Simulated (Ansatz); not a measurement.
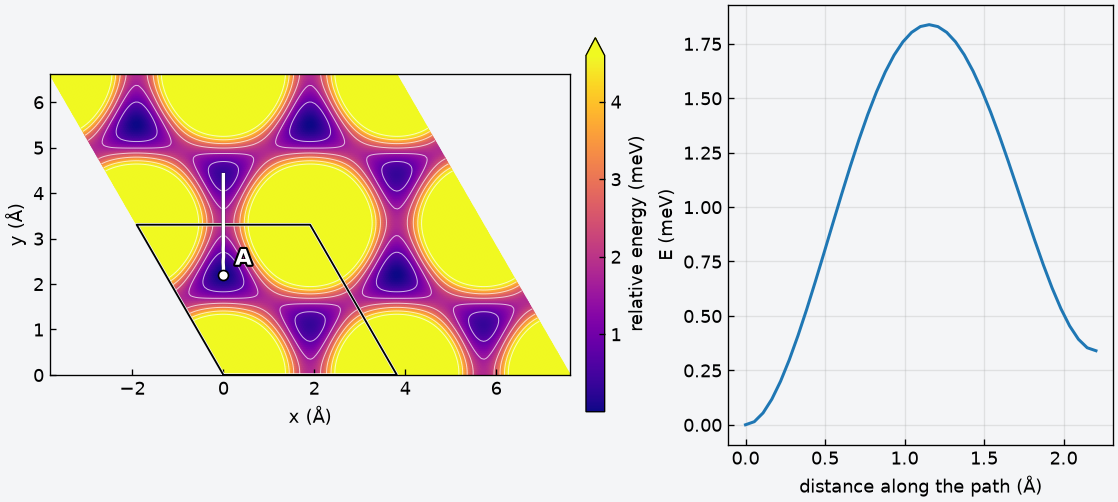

N₂ on a Si(001) slab cut from the P6_3/mmc phase, its upper half relaxed before the scan (32 atoms of substrate and one adsorbate in a 2 × 2 cell). N2 is moved over the surface cell at a fixed height above a rigid substrate; the origin of the map has the adsorbate above Si29; the height is held at 3.70 Å. Places are given modulo a cell vector. The map is drawn in real space over the plane of the surface. The grid has 6 × 6 points; 10 points were computed and 26 follow by symmetry. Places are given in fractions of the 1 × 1 surface cell. Energies are in meV, from the lowest grid point. At a fixed height the lowest place need not be the adsorption site. These are results of DFT PBE+D3(BJ), scalar-relativistic, plane waves, PAW in Ansatz, not measurements. Settings: cutoff 420 eV, k-mesh 6×6×1, gaussian smearing 0.05 eV, no spin polarisation.

Drawn: a smooth colour map with a few white contour lines, a line along the lowest path, the outline of one cell of the 2 × 2 shown, one colour for all values above the top of the scale, the energy along the path at the right, the start A. Between grid points the surface is interpolated.

> Describe the path and its barrier.

The easiest path leads from the well at a threefold hollow, (2/6, 4/6) of the cell vectors to the well at a threefold hollow over a second-layer Si atom, (4/6, 2/6) of the cell vectors, about 0.34 meV higher. Its highest point lies about 1.8 meV above the bottom of the first well on the interpolated surface, at a bridge site between two Si atoms, (3/6, 0/6) of the cell vectors. Seen from the upper well the barrier is about 1.5 meV. This is the barrier on the constrained surface; relaxing the other coordinates would change it.

PAW datasets: the set soft_1.
